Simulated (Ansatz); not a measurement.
```xyz
12
Lattice="6.9058 0.0000 0.0000 0.0000 6.9058 0.0000 0.0000 0.0000 6.9058" Properties=species:S:1:pos:R:3 pbc="T T T"
Mg    1.7265    1.7265    1.7265
Mg    5.1794    5.1794    1.7265
Mg    5.1794    1.7265    5.1794
Mg    1.7265    5.1794    5.1794
Mg    5.1794    1.7265    1.7265
Mg    1.7265    5.1794    1.7265
Mg    1.7265    1.7265    5.1794
Mg    5.1794    5.1794    5.1794
Sn    0.0000    0.0000    0.0000
Sn    3.4529    3.4529    0.0000
Sn    3.4529    0.0000    3.4529
Sn    0.0000    3.4529    3.4529
```

Space group Fm-3m; started from the Mg2Sn prototype; changed on purpose from its base cell (volume × 1.040).

All numbers below come from DFT PBE, scalar-relativistic, plane waves, PAW (Ansatz 0.2.0).

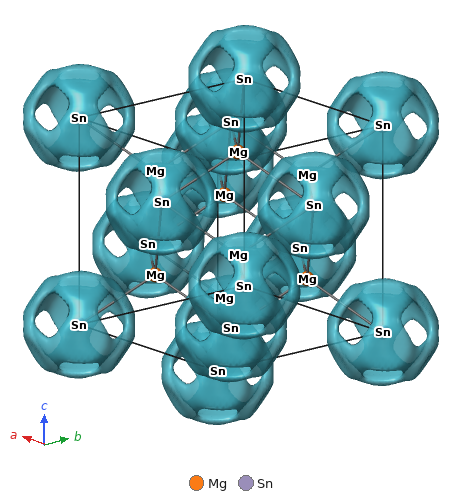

Mg2Sn. Isosurface of the ELF at 0.6 (cyan), seen at an oblique angle. Core shells and regions of very low density are left out. Sticks mark near contacts.

In a PAW calculation such maps are meaningful between the atoms, not at the nuclei.

Q: Identify the bonds, lone pairs and shells in this picture.

A: The ELF exceeds this value in four regions wrapped around Sn (the valence shell of each), counted in one cell of 12 atoms. Any copies at cell faces, edges or corners count once.

Values along the shortest contacts:
Mg–Sn (2.99 Å): the ELF peaks at about 0.70 in the valence shell of Sn, 1.6 Å from its nucleus, and is about 0.65 at the midpoint.

Q: Metal or insulator at this level of theory?

A: It is gapless in this calculation (a metal or semimetal).
